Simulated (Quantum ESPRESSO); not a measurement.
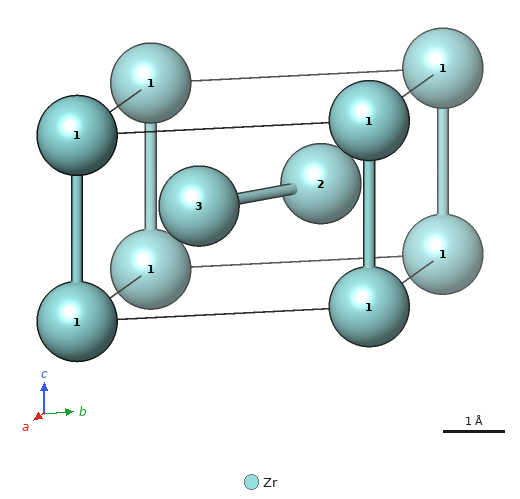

The structure (ball-and-stick view of the cell of the calculation, seen slightly off an axis; atoms are numbered from 1 in the order of the input). An atom can appear more than once, as a periodic image.

## Relaxation of cell and atoms, with input and output: Zr

- system: Zr (P6/mmm, 3 atoms in the cell)
- method: Kohn-Sham DFT of a periodic cell, LDA, GBRV 1.5 LDA, no spin polarisation (Quantum ESPRESSO 7.5)

Input
```
&CONTROL
  calculation = 'vc-relax'
  prefix = 'pwscf'
  outdir = './tmp'
  pseudo_dir = './pseudo'
  tprnfor = .true.
  tstress = .true.
  disk_io = 'low'
  nstep = 40
  forc_conv_thr = 0.0004
  etot_conv_thr = 1d-05
/
&SYSTEM
  ibrav = 0
  nat = 3
  ntyp = 1
  ecutwfc = 45
  ecutrho = 360
  nbnd = 26
  occupations = 'smearing'
  smearing = 'gaussian'
  degauss = 0.00734986
/
&ELECTRONS
  conv_thr = 6d-10
  electron_maxstep = 120
  mixing_beta = 0.5
/
&IONS
  ion_dynamics = 'bfgs'
/
&CELL
  cell_dynamics = 'bfgs'
  press = 40
  press_conv_thr = 0.3
/
ATOMIC_SPECIES
Zr    91.2240 zr_lda_v1.uspp.F.UPF
CELL_PARAMETERS angstrom
   5.0330000000    0.0000000000    0.0000000000
  -2.5165000000    4.3587058572    0.0000000000
   0.0000000000    0.0000000000    3.1320000000
ATOMIC_POSITIONS crystal
Zr     0.0000000000    0.0000000000    0.0000000000
Zr     0.3333333333    0.6666666667    0.5000000000
Zr     0.6666666667    0.3333333333    0.5000000000
K_POINTS automatic
14 14 19 0 0 0
```

Run on 1 thread of AMD EPYC 7571, 64 GiB of memory available, shared host.

Launched with:
```bash
OMP_NUM_THREADS=1 pw.x -in pw.in > pw.out
```

Output
```
This program is part of the open-source Quantum ESPRESSO suite
     for quantum simulation of materials; please cite
         "P. Giannozzi et al., J. Phys.:Condens. Matter 21 395502 (2009);
         "P. Giannozzi et al., J. Phys.:Condens. Matter 29 465901 (2017);
         "P. Giannozzi et al., J. Chem. Phys. 152 154105 (2020);
          URL
     in publications or presentations arising from this work. More details at

     Message from routine setup:
     using ibrav=0 with symmetry is DISCOURAGED, use correct ibrav instead

     G-vector sticks info
     --------------------
     sticks:   dense  smooth     PW     G-vecs:    dense   smooth      PW
     Sum        2233    1135    349                53303    18943    3133

     Using Slab Decomposition

     bravais-lattice index     =            0
     lattice parameter (alat)  =       9.5110  a.u.
     unit-cell volume          =     463.6634 (a.u.)^3
     number of atoms/cell      =            3
     number of atomic types    =            1
     number of electrons       =        36.00
     number of Kohn-Sham states=           26
     kinetic-energy cutoff     =      45.0000  Ry
     charge density cutoff     =     360.0000  Ry
     scf convergence threshold =      6.0E-10
     mixing beta               =       0.5000
     number of iterations used =            8  plain     mixing
     energy convergence thresh.=      1.0E-05
     force convergence thresh. =      4.0E-04
     press convergence thresh. =      3.0E-01
     Exchange-correlation= SLA  PZ   NOGX NOGC
                           (   1   1   0   0   0   0   0)
     nstep                     =           40

     celldm(1)=   9.510992  celldm(2)=   0.000000  celldm(3)=   0.000000
     celldm(4)=   0.000000  celldm(5)=   0.000000  celldm(6)=   0.000000

     crystal axes: (cart. coord. in units of alat)
               a(1) = (   1.000000   0.000000   0.000000 )
               a(2) = (  -0.500000   0.866025   0.000000 )
               a(3) = (   0.000000   0.000000   0.622293 )

     reciprocal axes: (cart. coord. in units 2 pi/alat)
               b(1) = (  1.000000  0.577350 -0.000000 )
               b(2) = (  0.000000  1.154701  0.000000 )
               b(3) = (  0.000000 -0.000000  1.606960 )

     PseudoPot. # 1 for Zr read from file:
     zr_lda_v1.uspp.F.UPF
     Pseudo is Ultrasoft + core correction, Zval = 12.0
     Generated by new atomic code, or converted to UPF format
     Using radial grid of  887 points,  6 beta functions with:
                l(1) =   0
                l(2) =   0
                l(3) =   1
                l(4) =   1
                l(5) =   2
                l(6) =   2
     Q(r) pseudized with  6 coefficients,  rinner =    1.200   1.200   1.200
                                                       1.200   1.200

     atomic species   valence    mass     pseudopotential
     Zr               12.00    91.22400     Zr( 1.00)

     24 Sym. Ops., with inversion, found

   Cartesian axes

     site n.     atom                  positions (alat units)
         1        Zr     tau(   1) = (   0.0000000   0.0000000   0.0000000  )
         2        Zr     tau(   2) = (  -0.0000000   0.5773503   0.3111464  )
         3        Zr     tau(   3) = (   0.5000000   0.2886751   0.3111464  )

     number of k points=   240  Gaussian smearing, width (Ry)=  0.0073

     Number of k-points >= 100: set verbosity='high' to print them.

     Dense  grid:    53303 G-vectors     FFT dimensions: (  60,  60,  36)

     Smooth grid:    18943 G-vectors     FFT dimensions: (  45,  45,  25)

     Initial potential from superposition of free atoms

     starting charge      35.9946, renormalised to      36.0000

     negative rho (up, down):  1.822E-01 0.000E+00
     Starting wfcs are   39 randomized atomic wfcs

     Self-consistent Calculation

     iteration #  1     ecut=    45.00 Ry     beta= 0.50
     Davidson diagonalization with overlap
     ethr =  1.00E-02,  avg # of iterations =  2.0

     Threshold (ethr) on eigenvalues was too large:
     Diagonalizing with lowered threshold

     Davidson diagonalization with overlap
     ethr =  1.77E-04,  avg # of iterations =  2.0

     negative rho (up, down):  1.828E-01 0.000E+00

     total energy              =    -297.87209113 Ry
     estimated scf accuracy    <       0.06990858 Ry

     iteration #  2     ecut=    45.00 Ry     beta= 0.50
     Davidson diagonalization with overlap
     ethr =  1.94E-04,  avg # of iterations =  2.8

     negative rho (up, down):  1.833E-01 0.000E+00

     total energy              =    -297.86065812 Ry
     estimated scf accuracy    <       0.13419884 Ry

     iteration #  3     ecut=    45.00 Ry     beta= 0.50
     Davidson diagonalization with overlap
     ethr =  1.94E-04,  avg # of iterations =  2.2

     negative rho (up, down):  1.843E-01 0.000E+00

     total energy              =    -297.88411654 Ry
     estimated scf accuracy    <       0.02908244 Ry

     iteration #  4     ecut=    45.00 Ry     beta= 0.50
     Davidson diagonalization with overlap
     ethr =  8.08E-05,  avg # of iterations =  1.0

     negative rho (up, down):  1.849E-01 0.000E+00

     total energy              =    -297.88655897 Ry
     estimated scf accuracy    <       0.00047302 Ry

     iteration #  5     ecut=    45.00 Ry     beta= 0.50
     Davidson diagonalization with overlap
     ethr =  1.31E-06,  avg # of iterations =  6.0

     negative rho (up, down):  1.849E-01 0.000E+00

     total energy              =    -297.88667059 Ry
     estimated scf accuracy    <       0.00023311 Ry

     iteration #  6     ecut=    45.00 Ry     beta= 0.50
     Davidson diagonalization with overlap
     ethr =  6.48E-07,  avg # of iterations =  1.2

     negative rho (up, down):  1.849E-01 0.000E+00

     total energy              =    -297.88668424 Ry
     estimated scf accuracy    <       0.00001217 Ry

     iteration #  7     ecut=    45.00 Ry     beta= 0.50
     Davidson diagonalization with overlap
     ethr =  3.38E-08,  avg # of iterations =  3.2

     negative rho (up, down):  1.848E-01 0.000E+00

     total energy              =    -297.88668643 Ry
     estimated scf accuracy    <       0.00000007 Ry

     iteration #  8     ecut=    45.00 Ry     beta= 0.50
     Davidson diagonalization with overlap
     ethr =  1.88E-10,  avg # of iterations =  4.3

     negative rho (up, down):  1.848E-01 0.000E+00

     total energy              =    -297.88668651 Ry
     estimated scf accuracy    <       0.00000004 Ry

     iteration #  9     ecut=    45.00 Ry     beta= 0.50
     Davidson diagonalization with overlap
     ethr =  1.21E-10,  avg # of iterations =  1.0

     negative rho (up, down):  1.848E-01 0.000E+00

     total energy              =    -297.88668651 Ry
     estimated scf accuracy    <       0.00000002 Ry

     iteration # 10     ecut=    45.00 Ry     beta= 0.50
     Davidson diagonalization with overlap
     ethr =  4.66E-11,  avg # of iterations =  2.0

     negative rho (up, down):  1.848E-01 0.000E+00

     End of self-consistent calculation

     Number of k-points >= 100: set verbosity='high' to print the bands.

     the Fermi energy is    14.0096 ev

!    total energy              =    -297.88668651 Ry
     estimated scf accuracy    <          1.6E-10 Ry
     smearing contrib. (-TS)   =      -0.00107936 Ry
     internal energy E=F+TS    =    -297.88560715 Ry

     The total energy is F=E-TS. E is the sum of the following terms:
     one-electron contribution =     -53.37314252 Ry
     hartree contribution      =      40.62448218 Ry
     xc contribution           =     -53.07298357 Ry
     ewald contribution        =    -232.06396324 Ry

     convergence has been achieved in  10 iterations

     negative rho (up, down):  1.848E-01 0.000E+00

     Forces acting on atoms (cartesian axes, Ry/au):

     atom    1 type  1   force =     0.00000000    0.00000000   -0.00000000
     atom    2 type  1   force =    -0.00000000    0.00000000    0.00000000
     atom    3 type  1   force =     0.00000000    0.00000000    0.00000000

     Total force =     0.000000     Total SCF correction =     0.000000

     Computing stress (Cartesian axis) and pressure

     negative rho (up, down):  1.848E-01 0.000E+00
          total   stress  (Ry/bohr**3)                   (kbar)     P=      -58.23
  -0.00041515   0.00000000   0.00000000          -61.07        0.00        0.00
   0.00000000  -0.00041515   0.00000000            0.00      -61.07        0.00
   0.00000000   0.00000000  -0.00035728            0.00        0.00      -52.56

     BFGS Geometry Optimization
     Energy error            =      1.7E-02 Ry
     Gradient error          =      4.1E-25 Ry/Bohr
     Cell gradient error     =      1.0E+02 kbar

     number of scf cycles    =   1
     number of bfgs steps    =   0

     enthalpy           new  =    -297.7606097084 Ry

     new trust radius        =       0.0739722846 bohr
     new conv_thr            =       0.0000000006 Ry

     new unit-cell volume =    440.82693 a.u.^3 (    65.32381 Ang^3 )
     density =      6.95677 g/cm^3

CELL_PARAMETERS (angstrom)
   4.946550090   0.000000000   0.000000000
  -2.473275045   4.283838039   0.000000000
   0.000000000   0.000000000   3.082734102

ATOMIC_POSITIONS (crystal)
Zr              -0.0000000000       -0.0000000000       -0.0000000000
Zr               0.3333333333        0.6666666667        0.5000000000
Zr               0.6666666667        0.3333333333        0.5000000000

     NEW-OLD atomic charge density approx. for the potential
     New effective cutoffs (rho, wfc):  372.52   46.59

     negative rho (up, down):  1.830E-01 0.000E+00

     Self-consistent Calculation

[... 45 further cycles ...]
     iteration #  3     ecut=    45.00 Ry     beta= 0.50
     Davidson diagonalization with overlap
     ethr =  1.84E-04,  avg # of iterations =  2.1

     negative rho (up, down):  1.802E-01 0.000E+00

     total energy              =    -297.88805191 Ry
     estimated scf accuracy    <       0.02243483 Ry

     iteration #  4     ecut=    45.00 Ry     beta= 0.50
     Davidson diagonalization with overlap
     ethr =  6.23E-05,  avg # of iterations =  1.0

     negative rho (up, down):  1.807E-01 0.000E+00

     total energy              =    -297.89019930 Ry
     estimated scf accuracy    <       0.00029253 Ry

     iteration #  5     ecut=    45.00 Ry     beta= 0.50
     Davidson diagonalization with overlap
     ethr =  8.13E-07,  avg # of iterations =  5.5

     negative rho (up, down):  1.807E-01 0.000E+00

     total energy              =    -297.89027342 Ry
     estimated scf accuracy    <       0.00015404 Ry

     iteration #  6     ecut=    45.00 Ry     beta= 0.50
     Davidson diagonalization with overlap
     ethr =  4.28E-07,  avg # of iterations =  1.3

     negative rho (up, down):  1.807E-01 0.000E+00

     total energy              =    -297.89028387 Ry
     estimated scf accuracy    <       0.00000684 Ry

     iteration #  7     ecut=    45.00 Ry     beta= 0.50
     Davidson diagonalization with overlap
     ethr =  1.90E-08,  avg # of iterations =  3.2

     negative rho (up, down):  1.806E-01 0.000E+00

     total energy              =    -297.89028525 Ry
     estimated scf accuracy    <       0.00000005 Ry

     iteration #  8     ecut=    45.00 Ry     beta= 0.50
     Davidson diagonalization with overlap
     ethr =  1.37E-10,  avg # of iterations =  4.1

     negative rho (up, down):  1.806E-01 0.000E+00

     total energy              =    -297.89028530 Ry
     estimated scf accuracy    <          4.9E-09 Ry

     iteration #  9     ecut=    45.00 Ry     beta= 0.50
     Davidson diagonalization with overlap
     ethr =  1.37E-11,  avg # of iterations =  2.1

     negative rho (up, down):  1.806E-01 0.000E+00

     total energy              =    -297.89028530 Ry
     estimated scf accuracy    <          2.4E-09 Ry

     iteration # 10     ecut=    45.00 Ry     beta= 0.50
     Davidson diagonalization with overlap
     ethr =  6.71E-12,  avg # of iterations =  2.0

     negative rho (up, down):  1.806E-01 0.000E+00

     total energy              =    -297.89028530 Ry
     estimated scf accuracy    <          2.1E-10 Ry

     iteration # 11     ecut=    45.00 Ry     beta= 0.50
     Davidson diagonalization with overlap
     ethr =  5.76E-13,  avg # of iterations =  2.2

     negative rho (up, down):  1.806E-01 0.000E+00

     total energy              =    -297.89028530 Ry
     estimated scf accuracy    <          6.1E-11 Ry

     iteration # 12     ecut=    45.00 Ry     beta= 0.50
     Davidson diagonalization with overlap
     ethr =  1.70E-13,  avg # of iterations =  2.1

     negative rho (up, down):  1.806E-01 0.000E+00

     End of self-consistent calculation

     Number of k-points >= 100: set verbosity='high' to print the bands.

     the Fermi energy is    15.6288 ev

!    total energy              =    -297.89028530 Ry
     estimated scf accuracy    <          2.8E-12 Ry
     smearing contrib. (-TS)   =      -0.00097847 Ry
     internal energy E=F+TS    =    -297.88930683 Ry

     The total energy is F=E-TS. E is the sum of the following terms:
     one-electron contribution =     -42.83971106 Ry
     hartree contribution      =      37.81004994 Ry
     xc contribution           =     -53.36244834 Ry
     ewald contribution        =    -239.49719737 Ry

     convergence has been achieved in  12 iterations

     negative rho (up, down):  1.806E-01 0.000E+00

     Forces acting on atoms (cartesian axes, Ry/au):

     atom    1 type  1   force =     0.00000000   -0.00000000   -0.00000000
     atom    2 type  1   force =     0.00000000    0.00000000    0.00000000
     atom    3 type  1   force =    -0.00000000   -0.00000000   -0.00000000

     Total force =     0.000000     Total SCF correction =     0.000000

     Computing stress (Cartesian axis) and pressure

     negative rho (up, down):  1.806E-01 0.000E+00
          total   stress  (Ry/bohr**3)                   (kbar)     P=       39.97
   0.00027173   0.00000000   0.00000000           39.97        0.00        0.00
  -0.00000000   0.00027173   0.00000000           -0.00       39.97        0.00
   0.00000000   0.00000000   0.00027172            0.00        0.00       39.97

=------------------------------------------------------------------------------=
   JOB DONE.
=------------------------------------------------------------------------------=
```

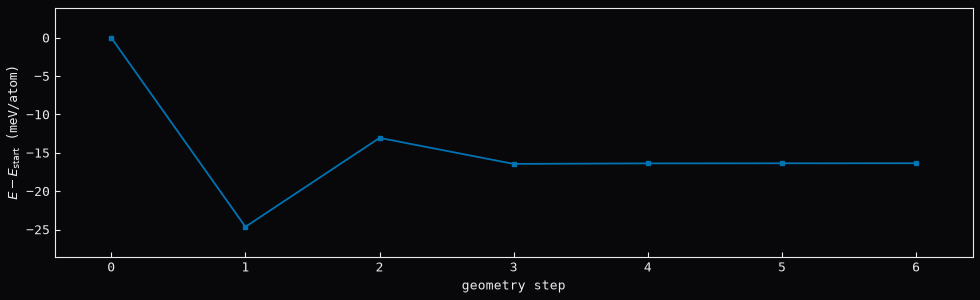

Progress of the relaxation, step by step (steps are counted from 0).

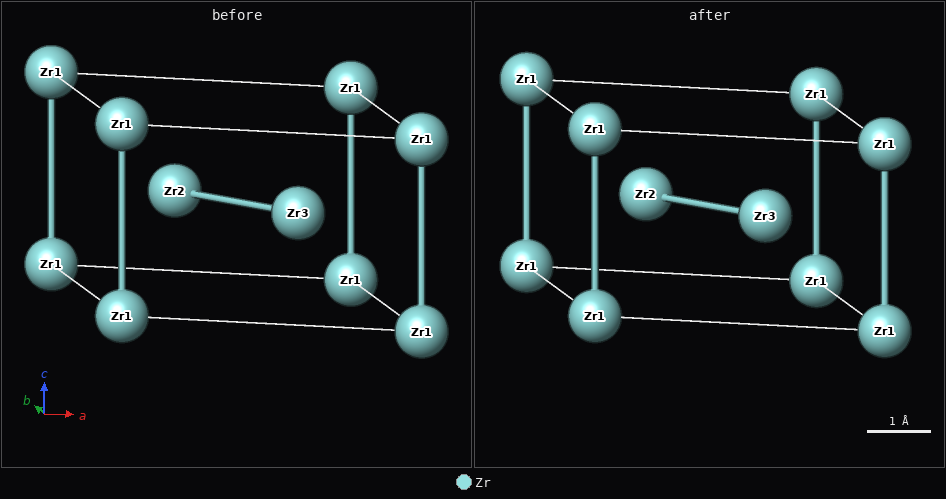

Before (left) and after (right) the relaxation, at one scale (ball-and-stick view of the cell of the calculation, seen slightly off an axis). The atoms keep their places relative to the cell (all moves are under 0.005 Å). The volume changes by −9.1 %, with a = b 5.033 → 4.866 Å (−3.3 %), c 3.132 → 3.047 Å (−2.7 %). Among the contacts that change: Zr2–Zr3 2.906 → 2.810 Å, Zr1–Zr1 3.132 → 3.047 Å. The space group stays P6/mmm (No. 191). The energy falls by 16.4 meV per atom in 6 geometry steps. All forces vanish by symmetry, so only the cell relaxes. (Atoms are counted from 1 in the order of the input.)

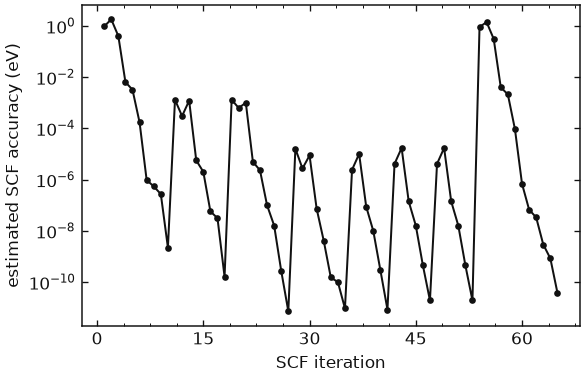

Convergence of the self-consistent field: estimated SCF accuracy against the iteration. The field takes 65 iterations in all.

Summary

- outcome: converged
- space group (tolerance 0.01 Å): P6/mmm (191)
- electrons treated: 36
- free energy: −4053.0038 eV
- Fermi energy: 15.629 eV
- gap on the k-point mesh: none (metallic)
- pressure: 4.00 GPa
- final volume: 62.49 Å³
- largest force (length of the vector) at the end: under 0.001 eV/Å
- final cell: a = 4.866 Å, b = 4.866 Å, c = 3.047 Å, α = 90.00°, β = 90.00°, γ = 120.00°
- wall time: 49 min
- peak memory: 0.44 GiB

Notes on the run: negative rho.
